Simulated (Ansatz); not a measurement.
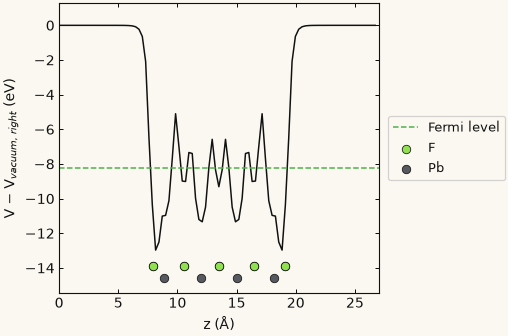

Plane-averaged electrostatic potential energy of an electron across the slab; circles at the bottom mark the heights of the atoms.

The material is a (100) slab cut from PbF2 (Fm-3m), of composition Pb2F5 (not the bulk's), ended by F planes, 14 atoms in the cell.

Computed with Ansatz 0.2.0: DFT PBE, scalar-relativistic, plane waves, PAW, no spin polarisation, 6×6×1 k mesh, 420 eV cutoff, Gaussian smearing of 0.05 eV.

What is the work function?

Answer. The work function is 8.22 eV, the same on both faces. The two vacuum levels agree, so the slab has no net dipole along its normal.

How thick are slab and vacuum?

Answer. The outermost atoms are 11.1 Å apart, which leaves 15.9 Å of vacuum in a cell 27.0 Å high.

Spin-orbit coupling is left out, which matters for Pb.
